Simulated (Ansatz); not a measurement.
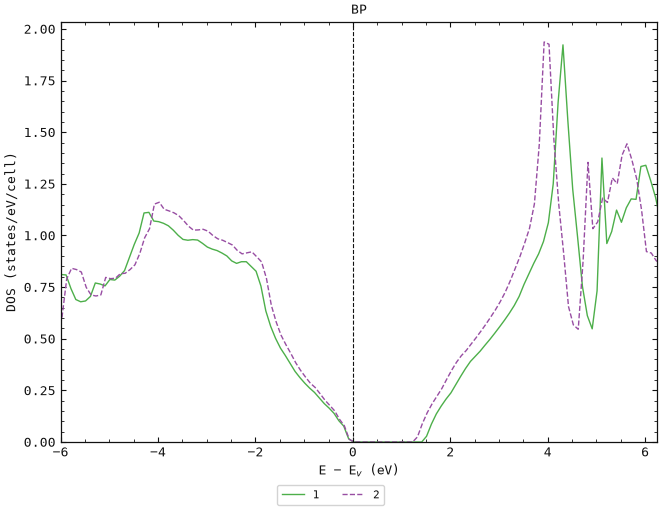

Total densities of states of BP, space group F-43m, 2 atoms in the cell, by two methods on the same cell. Each is counted from its own valence-band top.

Which curve is which? The methods: r2SCAN, PBE.

1 is r2SCAN; 2 is PBE. r2SCAN gives a gap of 1.43 eV and PBE gives a gap of 1.25 eV.

Settings. r2SCAN: DFT r2SCAN, scalar-relativistic, plane waves, PAW, no spin polarisation, 10×10×10 k mesh, 500 eV cutoff (Ansatz). PBE: DFT PBE, scalar-relativistic, plane waves, PAW, no spin polarisation, 10×10×10 k mesh, 420 eV cutoff, Gaussian smearing of 0.02 eV (Ansatz 0.2.0).
